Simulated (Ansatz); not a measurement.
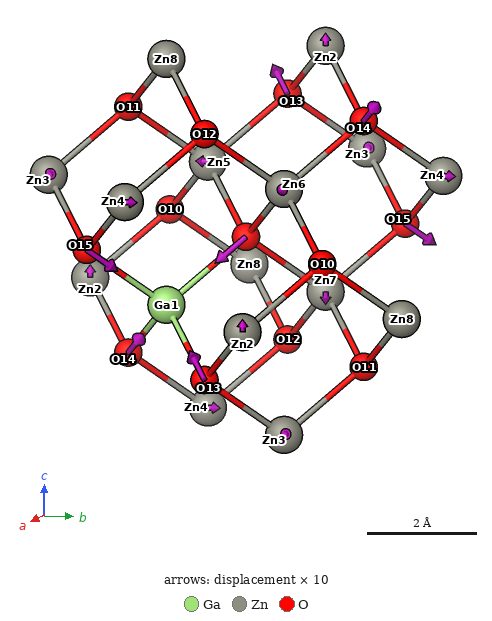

This is a relaxation of a defect cell of composition Zn₇GaO₈. The starting structure is drawn; purple arrows show the displacements, 10 times their true length.

A ball-and-stick model of the atoms within 4.2 Å of the atom that moves most (axes of the conventional cell (4 times the calculation's cell)), seen slightly off an axis. Lengths and directions refer to the drawn axes.

Case: Ga on a Zn site (a), charge +0, atoms relaxed at the host's cell.

The calculation used DFT PBE, scalar-relativistic, plane waves, PAW in Ansatz 0.2.0.

The input:
```yaml
crystal:
  lattice:
    - [0.0, 4.6179891406, -4.6179891406]
    - [4.6179891406, 4.6179891406, 0.0]
    - [4.6179891406, 0.0, -4.6179891406]
  atoms:
    - { symbol: Ga, position: [0.0, 0.0, 0.5], spin: 0.2 }
    - { symbol: Zn, position: [0.0, 0.5, 0.5] }
    - { symbol: Zn, position: [0.5, 0.0, 0.5] }
    - { symbol: Zn, position: [0.5, 0.5, 0.5] }
    - { symbol: Zn, position: [0.0, 0.0, 1.0] }
    - { symbol: Zn, position: [0.0, 0.5, 1.0] }
    - { symbol: Zn, position: [0.5, 0.0, 1.0] }
    - { symbol: Zn, position: [0.5, 0.5, 1.0] }
    - { symbol: O, position: [0.125, 0.125, 0.125], spin: 0.2 }
    - { symbol: O, position: [0.125, 0.625, 0.125] }
    - { symbol: O, position: [0.625, 0.125, 0.125] }
    - { symbol: O, position: [0.625, 0.625, 0.125] }
    - { symbol: O, position: [0.125, 0.125, 0.625], spin: 0.2 }
    - { symbol: O, position: [0.125, 0.625, 0.625], spin: 0.2 }
    - { symbol: O, position: [0.625, 0.125, 0.625], spin: 0.2 }
    - { symbol: O, position: [0.625, 0.625, 0.625] }
  host:
    lattice:
      - [0.0, 2.3089945703, 2.3089945703]
      - [2.3089945703, 0.0, 2.3089945703]
      - [2.3089945703, 2.3089945703, 0.0]
    atoms:
      - { symbol: Zn, position: [0.0, 0.0, 0.0] }
      - { symbol: O, position: [0.75, 0.75, 0.75] }
basis:
  ecutwfc: 420
  xc_grid: 2
kpoints:
  mp_grid: { grid: [3, 3, 3], shift: [0.0, 0.0, 0.0] }
hamiltonian:
  xc: pbe
scf:
  occupations: { method: gaussian, width: 0.01 }
output:
  forces: true
  stress: false
  eigenvalues: true
  populations: true
  charged_corrections:
    defect_position: [0.0, 0.0, 0.5]
    epsilon: [[11.2379, 0.0, 0.0], [0.0, 11.2379, 0.0], [0.0, 0.0, 11.2379]]
  write_density: true
  write_potential: true
  elf: true
  volumetric_format: npy
magnetization:
  spin_polarized: true
relax:
  adjacent_minimum: "off"
  f_tol: 0.025
  max_steps: 45
```

Command:
```bash
ansatz run input.yaml --threads 4 --pin off --max-ram 8192MiB --backend cpu --events-out ev --progress --plain --runs-dir out
```

Q: Which element moves most?

A: Oxygen: up to 0.080 Å, against 0.026 Å for zinc.

Q: What happened in the run?

A: The largest moves, 0.080 Å, are those of O9, O13, O14 and O15. O9 goes along [1 −1 −1]. By element the largest moves are O 0.080 Å, Zn 0.026 Å. Ga stays in place. The cell stays as it was. Some distances before and after: Ga1–O13 2.000 → 1.919 Å, Zn2–O13 2.000 → 2.042 Å, Zn2–O10 2.000 → 1.986 Å. Bond angles that change, for instance: O9–Zn6–O14 109.5° → 112.5°. After 3 accepted moves (4 points after the start) the energy has fallen by 0.204 eV per cell of the calculation. The largest force component goes from 0.57 to 0.011 eV/Å. 1 step only repeated the SCF at the same geometry. The run took 26 s on 4 threads of Arm Neoverse V2, with other jobs on the host, peak memory 0.74 GiB.

Limits of the set-up: the periodic images lie only 6.5 Å apart, so the values are limited by the cell's size.
